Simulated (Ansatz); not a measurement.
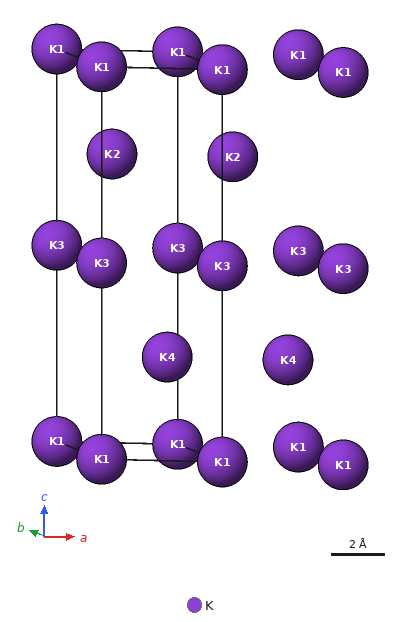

*The starting structure (spheres-only view of the cell of the calculation, repeated 2 × 1 × 1, seen slightly off an axis; atoms are numbered from 1 in the order of the input).*

**K: geometry relaxation**

System: K (4 atoms in the cell).
Method: DFT PBE+D3(BJ), scalar-relativistic, plane waves, PAW, no spin polarisation (Ansatz 0.2.0).

The structure derives from a Materials Project entry. Figures and captions count atoms from 1; the log counts them from 0 in places.

## Log
```
Engine: ansatz 0.2.0, x86_64-unknown-linux-gnu
Pseudopotentials: kind: paw
Pseudopotential: K, paw, valence charge 9, recommended cutoff 420 eV (normal), K.paw.azcp
Functional definition: PBE
  parameter kappa = 0.804
  parameter beta = 0.06672455060314922
  exchange = pbe_x(kappa = kappa, mu = beta*pi^2/3)
  correlation = pbe_c(beta = beta)
Crystal: 4 atoms, lattice volume = 276.849 Å³
Basis set: ecut = 420 eV, 5469 PW (Γ), exchange–correlation on 64×64×216 points (8 copies of the dense FFT grid, shifted against one another)
Bands: 22, of which v1, the nominal top of the filled ones, is band 18 counted from 1 (17 counted from 0)
Symmetry: 24 space group operations
Space group: P63/mmc (ITA 194), of the structure as read, at distance tolerance 6.5e-5 Å
k-points: 57 of 576
Non-local potential: K, projectors of the file, l = 0: 3, l = 1: 2, l = 2: 2
PAW form: soft (Blöchl's): semilocal exchange-correlation on the pseudo side does not see the compensation charge
PAW one-centre angular grid: K, 110 points (default); XC on 64 Gauss nodes
Initial density: superposition of atomic densities (neutral atoms: chi_scale 0, normalization atom), corrected by the library's trained network
Initial wavefunctions: pseudopotential atomic-orbital guess
Functional: x = pbe(κ = 0.804, μ = 0.2195149727645171), c = pbe(β = 0.06672455060314922)
SCF iter   1: F=—  HF=-6151.614337 eV  |F-HF|=—  |Δ(HF+E_count)|=         —  Δρ=3.74e-4  dr2=6.08e-4  ethr=1.77e-3  ⟨swp⟩=6.3  Hψ=6618  notcnv=0
preconditioner: auto → Kerker (q_TF=auto, 1.942 Å⁻¹)  [metal: Δε(μ)=0.039 eV  Ē_g=1.925 eV  σ=0.100 eV  W_gap=0.21  n_scr=38 (ndim 8)  ℏωp=4.5 eV  f_vac=0.000  D(μ)=2.54/eV (n_scr^D=6)]
SCF iter   2: F=—  HF=-6151.614026 eV  |F-HF|=—  |Δ(HF+E_count)|=   3.11e-4  Δρ=2.14e-4  dr2=2.40e-4  ethr=1.69e-6  ⟨swp⟩=2.4  Hψ=2723  notcnv=0
SCF iter   3: F=—  HF=-6151.614132 eV  |F-HF|=—  |Δ(HF+E_count)|=   1.06e-4  Δρ=6.77e-5  dr2=2.22e-5  ethr=6.67e-7  ⟨swp⟩=2.0  Hψ=2052  notcnv=0
SCF iter   4: F=—  HF=-6151.614324 eV  |F-HF|=—  |Δ(HF+E_count)|=   1.92e-4  Δρ=1.95e-5  dr2=2.23e-6  ethr=6.15e-8  ⟨swp⟩=1.8  Hψ=1368  notcnv=0
SCF iter   5: F=—  HF=-6151.614325 eV  |F-HF|=—  |Δ(HF+E_count)|=   8.39e-7  Δρ=8.00e-6  dr2=4.10e-7  ethr=6.21e-9  ⟨swp⟩=2.5  Hψ=2079  notcnv=0
SCF iter   6: F=-6151.614325 eV  HF=-6151.614325 eV  |F-HF|=5.06e-9  |Δ(HF+E_count)|=   1.64e-7  Δρ=3.37e-6  dr2=7.90e-8  ethr=2.78e-10  ⟨swp⟩=10.3  Hψ=8070  notcnv=0
SCF 1 converged in 6 iterations: F = -6151.614325 eV  dr2 = 7.90e-8
  greatest PAW one-centre occupation: 0.988 electrons in one spin orbital (limit 2), on the K atom at site 2 (counted from 0), in its partial waves of l = 0
relax step   1: F+E_penalty+E_count = -6151.61432488 eV  Δ(F+E_penalty+E_count) = +0.000e0 eV  max|allowed force component| = 1.084e-18 eV/Å  Δτ_max = 0.0000 Å  P = -0.010 GPa  Ω = 276.849 Å³  (6 SCF iters, dr2 threshold 1.00e-7 eV, accepted)
Initial density: handed on by an earlier stage of this run
Initial wavefunctions: pseudopotential atomic-orbital guess (no wavefunctions were taken with the density)
iter 1 solved again at ethr=2.09e-8 eV; its pass at ethr=3.10e-3 eV (dr2=7.54e-6 eV) is discarded
SCF iter   1: F=—  HF=-6151.614131 eV  |F-HF|=—  |Δ(HF+E_count)|=         —  Δρ=3.37e-6  dr2=7.89e-8  ethr=2.09e-8  ⟨swp⟩=4.2  Hψ=10642  notcnv=0
preconditioner: auto → Kerker (q_TF=auto, 1.942 Å⁻¹)  [metal: Δε(μ)=0.039 eV  Ē_g=1.926 eV  σ=0.100 eV  W_gap=0.21  n_scr=38 (ndim 8)  ℏωp=4.5 eV  f_vac=0.000  D(μ)=2.54/eV (n_scr^D=6)]
SCF iter   2: F=—  HF=-6151.614325 eV  |F-HF|=—  |Δ(HF+E_count)|=   1.94e-4  Δρ=2.31e-6  dr2=5.02e-8  ethr=2.19e-10  ⟨swp⟩=1.5  Hψ=1451  notcnv=0
SCF iter   3: F=—  HF=-6151.614325 eV  |F-HF|=—  |Δ(HF+E_count)|=   3.46e-9  Δρ=7.23e-7  dr2=2.06e-9  ethr=1.40e-10  ⟨swp⟩=1.8  Hψ=1373  notcnv=0
SCF iter   4: F=—  HF=-6151.614325 eV  |F-HF|=—  |Δ(HF+E_count)|=  6.64e-11  Δρ=1.61e-7  dr2=1.32e-10  ethr=5.72e-12  ⟨swp⟩=1.8  Hψ=1358  notcnv=0
SCF iter   5: F=-6151.614325 eV  HF=-6151.614325 eV  |F-HF|=2.73e-12  |Δ(HF+E_count)|=  3.18e-11  Δρ=5.11e-8  dr2=2.31e-11  ethr=1.00e-12  ⟨swp⟩=6.9  Hψ=5941  notcnv=0
SCF 2 converged in 5 iterations: F = -6151.614325 eV  dr2 = 2.31e-11
relax step   2: F+E_penalty+E_count = -6151.61432489 eV  Δ(F+E_penalty+E_count) = -1.091e-8 eV  max|allowed force component| = 1.735e-18 eV/Å  Δτ_max = 0.0000 Å  P = -0.010 GPa  Ω = 276.849 Å³  stress off target by 1.91e-2 GPa  SCF on the basis re-selected at this cell (its energy is not comparable with the rows above)  (5 SCF iters)
```

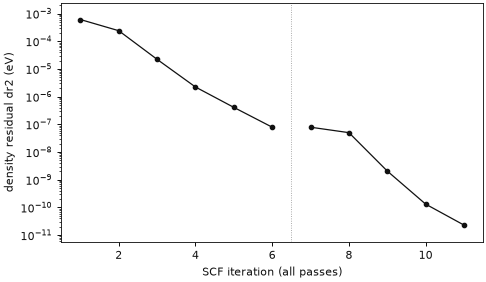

*Convergence of the self-consistent field: density residual dr2 against the SCF iteration. The dotted lines part the SCF passes of the relaxation: geometry steps, rejected trials and re-solves on a re-selected basis.*

The passes take 6 and 5 iterations.

```
basis re-selected at this cell: Δ(F+E_penalty+E_count) = -1.091e-8 eV, ΔP = +0.000 GPa vs the last step (what re-selecting the basis moved, of the pressure what is left beyond the Pulay correction that the steps carried, after the strain that the cell walked since its last selection, with what the two solves' SCF thresholds leave and, on support functions, any second-order correction that the steps lacked; it is no measure of the basis error at this ecutwfc). This SCF's stress stands 1.91e-2 GPa from its target on what of the cell is left free (relax.cell.stress_tol is 5.00e-2 GPa) and its largest allowed force component is 1.73e-18 eV/Å (relax.f_tol is 5.00e-3 eV/Å): within both
SCF converged after 5 iterations
Free energy (F): -6151.614325 eV
Harris-Foulkes:  -6151.614325 eV  (|F-HF|=2.73e-12)
Internal energy: -6151.601606 eV  (E = F + TS)
E sigma→0 (E₀):  -6151.607965 eV
Entropy (-TS):   -0.012719 eV (-3.180 meV/atom)
Fermi energy:    2.017409 eV
--- Per-component energies (eV) ---
  E_band       = -561.167072
  E_kinetic    = 1009.481414
  E_local      = -2963.092026  (includes V_loc(G=0)·N_el)
  E_nonlocal   = 51.918302
  E_hartree    = 1054.458794
  E_xc         = -535.446309
  E_vxc        = -652.710677  (∫ρ·V_xc dr)
  E_paw        = -3127.464650  (= ΣΔE_a)
  E_vpaw       = -115.681655  (= ΣTr[D̂ρ^β])
  E_aug_tail   = -0.000013  (compensation charges beyond the density's cutoff)
  E_ewald      = -1640.975751
  E_disp       = -0.481366  (pairwise vdW)
  E_smearing   = -0.012719  (= −TS)
  E_closure    = 0.000000  (closes the sum)
  Σ components = -6151.614325   (vs F -6151.614325, Δ=0.00e0)
--- Forces (eV/Å), atoms counted from 1 ---
  atom   1  K     -0.00000000     0.00000000     0.00000000
  atom   2  K      0.00000000    -0.00000000     0.00000000
  atom   3  K     -0.00000000     0.00000000     0.00000000
  atom   4  K     -0.00000000     0.00000000    -0.00000000
  max |Σ_I F_I| component: 1.16e-18 eV/Å
--- Stress (GPa, compression-positive) ---
       -0.004796      -0.000000      -0.000000
       -0.000000      -0.004796      -0.000000
       -0.000000      -0.000000      -0.019055
  P = ⅓ Tr σ = -0.0095 GPa (-0.095 kbar)
--- Band table (eV; the first three rows and the last of 57) ---
  k-point 0: bands = ["-30.0731", "-30.0707", "-30.0704", "-30.0680", "-13.6031", "-13.5621", "-13.5614", "-13.5314", "-13.5314", "-13.5257", "-13.5257", "-13.5256", "-13.5256", "-13.5198", "-13.5198", "-13.5196", "-0.2277", "0.5244", "0.5248", "2.3515", "2.6035", "4.8135"]
  k-point 1: bands = ["-30.0729", "-30.0715", "-30.0695", "-30.0682", "-13.6000", "-13.5776", "-13.5457", "-13.5310", "-13.5310", "-13.5278", "-13.5278", "-13.5234", "-13.5234", "-13.5228", "-13.5202", "-13.5202", "-0.1791", "0.2022", "0.9239", "1.9031", "3.0761", "4.2503"]
  k-point 2: bands = ["-30.0723", "-30.0723", "-30.0687", "-30.0687", "-13.5911", "-13.5911", "-13.5320", "-13.5320", "-13.5297", "-13.5297", "-13.5297", "-13.5297", "-13.5215", "-13.5215", "-13.5215", "-13.5215", "-0.0345", "-0.0345", "1.3888", "1.3888", "3.6634", "3.6634"]
  k-point 56: bands = ["-30.0670", "-30.0670", "-30.0667", "-30.0667", "-13.5832", "-13.5832", "-13.5792", "-13.5792", "-13.5688", "-13.5688", "-13.5655", "-13.5655", "-13.5412", "-13.5412", "-13.5408", "-13.5408", "2.9131", "2.9131", "3.0251", "3.0251", "3.0473", "3.0473"]
--- Relaxed structure (1 steps of the walk, 1 accepted, 1 SCFs on fresh bases) ---
  F+E_penalty+E_count = -6151.61432489 eV   max|allowed force component| = 1.735e-18 eV/Å   (the final SCF, on the basis selected at the relaxed cell)
  cell:  # Å, volume = 276.8491 Å³
    - [4.6146036407332796, 2.8867614530692813e-11, 0.0]
    - [-2.30730182039164, 3.9963639812567453, 0.0]
    - [0.0, 0.0, 15.0121763295]
  atoms:
    - { symbol: K, position: [0.0, 0.0, 0.0] }
    - { symbol: K, position: [0.3333333333333333, 0.6666666666666665, 0.7499999999999999] }
    - { symbol: K, position: [0.0, 0.0, 0.49999999999999994] }
    - { symbol: K, position: [0.6666666666666666, 0.3333333333333332, 0.24999999999999997] }
```

## Trajectory as extended XYZ (Å, eV, eV/Å), 2 frames, from step=1 to step=2
```
4
Lattice="4.6146 0.0000 0.0000 -2.3073 3.9964 0.0000 0.0000 0.0000 15.0122" Properties=species:S:1:pos:R:3:forces:R:3 step=1 energy=-6151.61432 pressure_GPa=-0.01
K     0.0000    0.0000    0.0000    0.0000   0.0000   0.0000
K     0.0000    2.6642   11.2591    0.0000   0.0000   0.0000
K     0.0000    0.0000    7.5061    0.0000   0.0000   0.0000
K     2.3073    1.3321    3.7530    0.0000   0.0000   0.0000
4
Lattice="4.6146 0.0000 0.0000 -2.3073 3.9964 0.0000 0.0000 0.0000 15.0122" Properties=species:S:1:pos:R:3:forces:R:3 step=2 energy=-6151.61432 pressure_GPa=-0.01
K     0.0000    0.0000    0.0000    0.0000   0.0000   0.0000
K     0.0000    2.6642   11.2591    0.0000   0.0000   0.0000
K     0.0000    0.0000    7.5061    0.0000   0.0000   0.0000
K     2.3073    1.3321    3.7530    0.0000   0.0000   0.0000
```

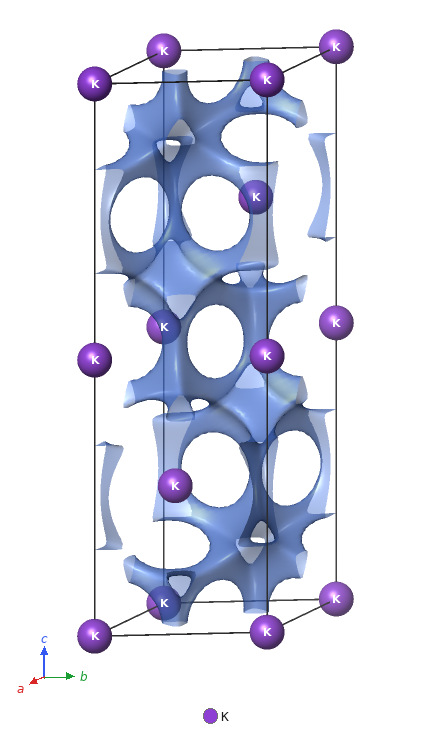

*Isosurface of the ELF at 0.4 (blue), seen slightly off an axis. Core shells and regions of very low density are left out. Sticks mark near contacts. The outline is the cell set on symmetry axes.*

The ELF exceeds this value in one network that runs through the whole crystal, counted in one cell of 4 atoms. Profiles from the grid: The fields are those of the smooth PAW valence density.

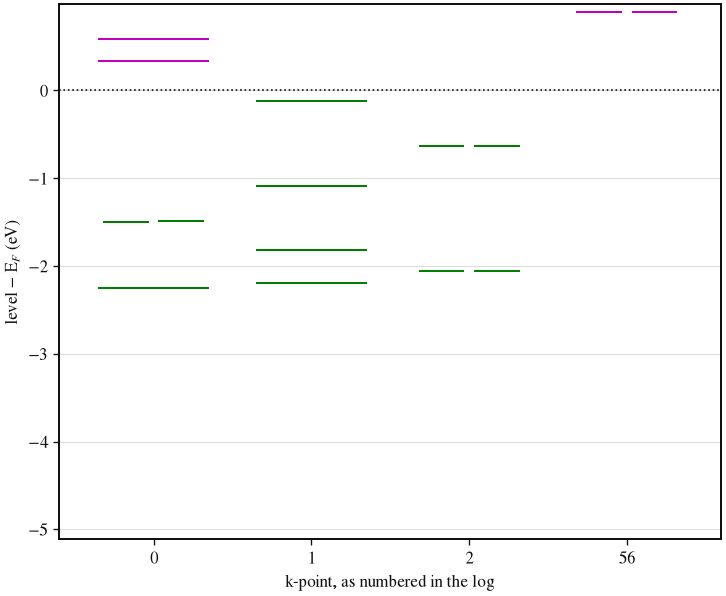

*Kohn–Sham levels near the Fermi level (dotted) at the few k-points that the log prints; levels within 0.02 eV of each other stand side by side.*

The system is metallic on the full mesh.

This output came from the following input.

## Input
```yaml
crystal:
  lattice:
    - [4.6146036407, 0.0, 0.0]
    - [-2.3073018204, 3.9963639813, 0.0]
    - [0.0, 0.0, 15.0121763295]
  atoms:
    - { symbol: K, position: [0.0, 0.0, 0.0] }
    - { symbol: K, position: [0.3333333333, 0.6666666667, 0.75] }
    - { symbol: K, position: [0.0, 0.0, 0.5] }
    - { symbol: K, position: [0.6666666667, 0.3333333333, 0.25] }
basis:
  ecutwfc: 420
kpoints:
  mp_grid: { grid: [12, 12, 4] }
hamiltonian:
  xc: pbe
  dispersion: d3bj
scf:
  occupations: { method: gaussian, width: 0.1 }
output:
  forces: true
  stress: true
  eigenvalues: true
  write_density: true
  write_potential: true
  elf: true
  volumetric_format: npy
relax:
  adjacent_minimum: "off"
  f_tol: 0.005
  max_steps: 80
  cell: { stress_tol: 0.05 }
```

Launch command:
```bash
ansatz run input.yaml --threads 1 --pin off --max-ram 2560MiB --backend cpu --events-out ev --progress --plain --runs-dir out
```

## Summary

```tsv
quantity	value
outcome	converged
space group (tolerance 0.01 Å)	P6₃/mmc (194)
electrons treated	36
free energy	−6151.6143 eV
Fermi energy	2.017 eV
gap on the k-point mesh	none (metallic)
pressure	−0.01 GPa
final volume	276.85 Å³
largest force (length of the vector) at the end	under 0.001 eV/Å
final cell	a = 4.615 Å, b = 4.615 Å, c = 15.012 Å, α = 90.00°, β = 90.00°, γ = 120.00°
hardware	1 thread of Intel Xeon (Sapphire Rapids), 16 GiB of memory available, shared host
wall time	25 s
peak memory	0.66 GiB
```
